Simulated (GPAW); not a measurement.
# NaF (Villiaumite): G0W0 with GPAW, start to end, part 2 of 2

Aim: the G0W0 gap of NaF (Villiaumite) on PBE, step by step.

GPAW 26.7.0; PBE and many-body steps on it, plane waves. Known limits of the many-body steps: not at the basis limit.

So far. Step 3 (Bands along the symmetry lines): The gap is 6.307 eV, as in the run before at this level. Step 4 (Empty states on the mesh, 6×6×6 mesh, 234 bands): On this mesh the gap is 6.307 eV.

## 5. Screening and self-energy, 6×6×6 mesh, 104 bands, screening to 150 eV

G0W0 replaces the xc potential by the self-energy, built once from these orbitals. Only a window of levels is corrected, while the sums run over the empty bands that the input names.

This step: G0W0 on PBE, plane waves, PAW.

Contents of run.py:

```python
import json
import numpy as np
from gpaw.mpi import world
from gpaw.response.g0w0 import G0W0

gw = G0W0('full.gpw',
    filename='gw',
    kpts=[0],
    bands=(5, 9),
    ecut=150,
    nbands=104,
    integrate_gamma='WS',
    ppa=True)
gw.calculate()
res = {mode: {k: v for k, v in r.items() if k != 'sigma_eskwn'}
       for mode, r in gw.all_results.items()}

if world.rank == 0:
    with open('result.json', 'w') as f:
        json.dump(res, f, default=lambda x: x.tolist())
```

Command:

```
> mpirun -n 4 gpaw python run.py
```

Numbers of over 12 decimals in the logs are rounded to 6 here.

What it wrote:

```text
Using integrator: PointIntegrator
FrequencyGridDescriptor(from 0.000+0.000j to 0.000+27.211j eV, 2 points)
Nonperiodic BCs:  [False False False]
Using integrator: PointIntegrator
FrequencyGridDescriptor(from 0.000+0.000j to 0.000+27.211j eV, 2 points)
Nonperiodic BCs:  [False False False]
  ___  _ _ _
 |   || | | |
 | | || | | |
 |__ ||_____|
 |___|

BZ k-points: Symmetries present (total): 48

  [... matrices ...]
216 k-points: 6 x 6 x 6 Monkhorst-Pack grid + [1/12,1/12,1/12]
16 k-points in the irreducible part of the Brillouin zone
       k-points in crystal coordinates                weights
   0:     0.00000000    0.00000000    0.00000000          1/216
   1:     0.16666667    0.16666667    0.00000000          6/216
   2:     0.16666667    0.16666667    0.16666667          8/216
   3:     0.33333333    0.16666667    0.16666667         12/216
   4:     0.33333333    0.33333333   -0.33333333         12/216
   5:     0.33333333    0.33333333    0.00000000          6/216
   6:     0.33333333    0.33333333    0.16666667         24/216
   7:     0.33333333    0.33333333    0.33333333          8/216
   8:     0.50000000    0.33333333   -0.33333333         24/216
   9:     0.50000000    0.33333333   -0.16666667         12/216
          ...
  15:     0.50000000    0.50000000    0.50000000          4/216

Distributing spins, k-points and bands (1 x 1 x 4) over 4 processes
Number of blocks: 1

Quasi particle states:
k-points (IBZ indices): [0]
Band range: (5, 9)
  [... matrices ...]
Computational parameters:
Plane wave cut-off: 150 eV
Number of bands: 104
Coulomb cutoff: None
Broadening: 0.1 eV

fxc modes: GW
Kernel: RPA
Using Godby-Needs plasmon-pole approximation:
  Fitting energy: i*E0, E0 = 1.000 Hartree
Summing all q:

Calculating screened Coulomb potential
No Coulomb truncation
FrequencyGridDescriptor(from 0.000+0.000j to 0.000+27.211j eV, 2 points)
Removing empty qpoint cache files...

Calculating chi0 body with:
    Ground state adapter containing:
    Number of spins: 1
    Number of kpoints: 216
    Number of irreducible kpoints: 16
    Number of completely occupied states: 7
    Number of partially occupied states: 7
    Occupied states memory: 0.8544921875 M / cpu

    Linear response parametrization:
    q_c: [1.3877787807814457e-17, 1.3877787807814457e-17, 1.3877787807814457e-17]
    Number of frequency points: 2
    Planewave cutoff: 150.0
    Number of bands: 104
    Number of planewaves: 113
    Broadening (eta): 1e-06
    comm.size: 4
    kncomm.size: 4
    blockcomm.size: 1

    Memory estimate of potentially large arrays:
        chi0_wGG: 0.389679 M / cpu
Integrating chi0 body.

Symmetries of q_c:
    Direct symmetries (Uq -> q): 48
    Indirect symmetries (TUq -> q): 0
In total 48 allowed symmetries.

  [... matrices ...]
16 groups of equivalent kpoints. 92.592593% reduction.

Integral kind: response function
Integrating chi0 head and wings.

Symmetries of q_c:
    Direct symmetries (Uq -> q): 48
    Indirect symmetries (TUq -> q): 0
In total 48 allowed symmetries.

  [... matrices ...]
16 groups of equivalent kpoints. 92.592593% reduction.

Integral kind: response function wings

Calculating chi0 body with:
    Ground state adapter containing:
    Number of spins: 1
    Number of kpoints: 216
    Number of irreducible kpoints: 16
    Number of completely occupied states: 7
    Number of partially occupied states: 7
[... the further q-points ...]

Results:
f:      Occupation numbers
eps:     KS-eigenvalues [eV]
vxc:     KS vxc [eV]
exx:     Exact exchange [eV]
sigma:   Self-energies [eV]
dsigma:  Self-energy derivatives
Z:       Renormalization factors
qp:      QP-energies [eV]

k-point 0 (0): (0.000, 0.000, 0.000)                GW
band       f     eps     vxc     exx   sigma  dsigma       Z      qp
                                                                   GW
   5   1.000  -1.755 -23.616 -31.289   4.436  -0.225   0.816  -4.397
   6   1.000  -1.755 -23.616 -31.289   4.436  -0.225   0.816  -4.397
   7   0.000   4.552 -10.086  -5.862  -2.598  -0.106   0.904   6.022
   8   0.000  17.233  -7.089  -2.119  -3.103  -0.109   0.902  18.918
```

Wall time 40 s (4 MPI ranks of Arm Neoverse V2, shared host); peak memory 1.2 GiB.

This step gave:

```yaml
g0w0_gap_on_the_points_computed: 10.42 eV
least_direct_g0w0_gap_on_the_computed_points: 10.42 eV
z_at_the_valence_top: 0.8163
z_at_the_conduction_bottom: 0.9042
starting_gap_on_the_mesh: 6.307 eV
k_of_the_valence_top: 0, 0, 0
k_of_the_conduction_bottom: 0, 0, 0
```

The gap on the mesh goes from 6.31 eV to 10.42 eV, a correction of +4.11 eV.

Limits: finite bands, cutoff and mesh. v1 is the top filled band, c1 the lowest empty one. Levels before and after the correction, in eV, zero at the valence-band top of each column:

|  | conduction bottom | valence top |
| --- | --- | --- |
| Kohn-Sham | 6.31 | 0.00 |
| G0W0 | 10.42 | 0.00 |

|  | level | energy (eV) |
| --- | --- | --- |
| Kohn-Sham | Γ v2-v1 | 0.000 |
| Kohn-Sham | Γ c1 | 6.307 |
| Kohn-Sham | Γ c2 | 18.988 |
| G0W0 | Γ v2-v1 | 0.000 |
| G0W0 | Γ c1 | 10.418 |
| G0W0 | Γ c2 | 23.314 |

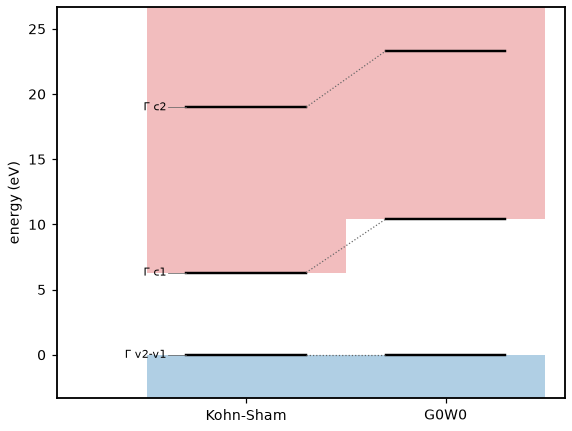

Levels before and after the correction. Shaded: valence and conduction bands.

## 6. Where the time went

Times are wall times on 4 MPI ranks of Arm Neoverse V2, shared host, good to a factor of about two.

| step | time | share | memory (GiB) |
| --- | --- | --- | --- |
| ground state | 4.4 s | 8 % | 0.6 |
| bands along the symmetry lines | 4.2 s | 8 % | 0.63 |
| empty states on the mesh | 6.3 s | 11 % | 0.87 |
| screening and self-energy | 40 s | 73 % | 1.2 |

## 7. Results

| Property | Result |
| --- | --- |
| PBE gap | 6.31 eV, direct |
| G0W0 gap on the mesh | 10.42 eV |
| GW settings | 6×6×6 mesh, 104 bands, screening to 150 eV, Godby-Needs plasmon pole |
| known limits | not at the basis limit |

**Reading.** G0W0 moves the gap on the mesh from 6.31 eV to 10.42 eV (+4.11 eV), with Z of 0.82 and 0.90 at the edges. Only 1 of the mesh's irreducible points was corrected, so a valley elsewhere could overtake. The dearest step here is «screening and self-energy». Bands and cutoff are finite, so the gap is not at the basis limit. The miss can reach some tenths of an eV and take either sign; the mesh is an error of its own. These stock PAW sets were not made for GW. In the G0W0 run levels were corrected at 1 k point alone, so a gap called «on the mesh» is the least over those, and an edge elsewhere would be missed.

[Paths, hosts, dates, memory and timing lines, banners, echoed tables and standing remarks are left out of the program output.]

[Logs are printed without paths, hosts, clocks, repeated set-up lines and the standing remarks that a program may print on its own settings, such as how far it seeks lower states.]

[Runs of the session that timed out or met a known fault of the program may be left out.]

[Hosts, paths, dates, database ids (printed as entryN), source tags and the programs' standing remarks are cut or masked in the printed files.]
